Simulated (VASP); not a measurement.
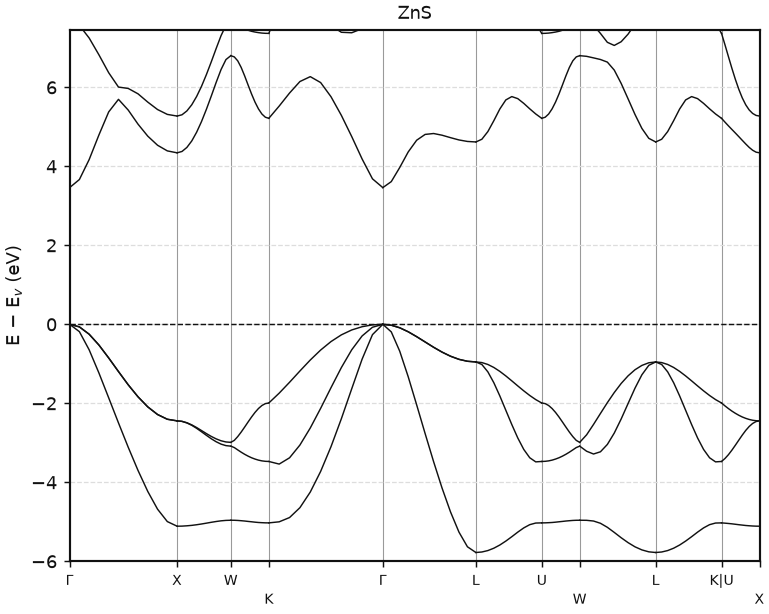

Band structure. Energies are counted from the top of the valence band.

The VASP input:

POSCAR:
```
ZnS
1.0
    0.0000000000      2.6804000000      2.6804000000
    2.6804000000      0.0000000000      2.6804000000
    2.6804000000      2.6804000000      0.0000000000
Zn S
1 1
Direct
    0.0000000000      0.0000000000      0.0000000000
    0.7500000000      0.7500000000      0.7500000000
```

INCAR.step1:
```
SYSTEM = ZnS
  PREC = Accurate
  ENCUT = 520
  EDIFF = 1E-5
  ISMEAR = 0
  SIGMA = 0.02
  LREAL = .FALSE.
  LASPH = .TRUE.
  NELM = 100
  ALGO = Normal
  ISIF = 2
  LWAVE = .TRUE.
  LCHARG = .FALSE.
  GGA = PE
```

INCAR.step2:
```
SYSTEM = ZnS
  PREC = Accurate
  ENCUT = 520
  EDIFF = 1E-7
  ISMEAR = 0
  SIGMA = 0.02
  LREAL = .FALSE.
  LASPH = .TRUE.
  NELM = 100
  ALGO = Normal
  ISIF = 2
  LWAVE = .FALSE.
  LCHARG = .FALSE.
  GGA = PE
  LHFCALC = .TRUE.
  HFSCREEN = 0.2
  PRECFOCK = Fast
  ISTART = 1
```

KPOINTS:
```
regular mesh
0
G
  6 6 6
  0 0 0
```

KPOINTS_OPT:
```
path GXWKGLUWLK,UX
12
line-mode
reciprocal
 0.0000000000  0.0000000000  0.0000000000  G
 0.5000000000  0.0000000000  0.5000000000  X

 0.5000000000  0.0000000000  0.5000000000  X
 0.5000000000  0.2500000000  0.7500000000  W

 0.5000000000  0.2500000000  0.7500000000  W
 0.3750000000  0.3750000000  0.7500000000  K

 0.3750000000  0.3750000000  0.7500000000  K
 0.0000000000  0.0000000000  0.0000000000  G

 0.0000000000  0.0000000000  0.0000000000  G
 0.5000000000  0.5000000000  0.5000000000  L

 0.5000000000  0.5000000000  0.5000000000  L
 0.6250000000  0.2500000000  0.6250000000  U

 0.6250000000  0.2500000000  0.6250000000  U
 0.5000000000  0.2500000000  0.7500000000  W

 0.5000000000  0.2500000000  0.7500000000  W
 0.5000000000  0.5000000000  0.5000000000  L

 0.5000000000  0.5000000000  0.5000000000  L
 0.3750000000  0.3750000000  0.7500000000  K

 0.6250000000  0.2500000000  0.6250000000  U
 0.5000000000  0.0000000000  0.5000000000  X
```

System: zincblende ZnS, space group F-43m, 2 atoms in the primitive cell.

Method: HSE06, VASP PAW PBE potentials, release 64 (Zn, S), no spin polarisation, no spin-orbit coupling, 6×6×6 k mesh, 520 eV cutoff (VASP 6.6.1).

### Is there a gap? Give its size, its kind and where the band edges lie.

The material is gapped. The gap along this path is 3.46 eV and direct: both edges lie at Γ.

### How many bands meet at the valence-band top?

Three bands meet at the valence-band top at Γ: it is triply degenerate (spin aside).

The PAW data sets were made with another functional. The k mesh is thin for exact exchange. The cell was derived from a database entry in an earlier step, so it needn't be the measured one.
